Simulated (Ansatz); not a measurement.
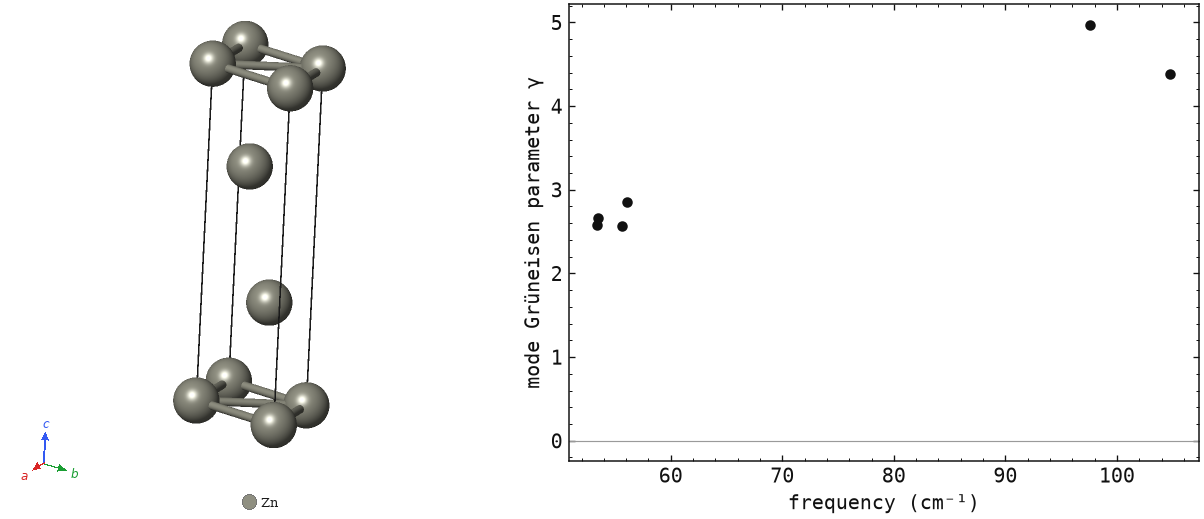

The plot gives the computed mode Grüneisen parameters against frequency for Zn, space group C2/m (No. 12). The cell is drawn beside the plot.

Structure:
```xyz
3
Lattice="2.2830 -1.3175 0.0104 2.2830 1.3175 0.0104 -1.5691 0.0000 7.6691" Properties=species:S:1:pos:R:3 pbc="T T T"
Zn    0.0000    0.0000    0.0000
Zn   -0.0305    0.0000    5.1082
Zn    3.0274    0.0000    2.5816
```

Calculation (Ansatz 0.2.0): mode Grüneisen parameters, minus d ln(frequency) over d ln(volume), from cells at 0.98 and 1.02 times the rest volume with shape and atoms relaxed, modes matched by rank; plane waves with PAW datasets, Γ-centred k mesh. Level: PBE, no spin polarisation.

wave cutoff 420 eV; k mesh 18×18×6; occupations Fermi–Dirac; smearing width 0.15 eV; phonon method linear response; q mesh 1×1×1.

### What range do the mode Grüneisen parameters cover, and does any mode soften under pressure?

They run from 2.57 to 4.97; none is negative, so every mode shown stiffens under compression.

Note: metal sensitive to the k mesh.
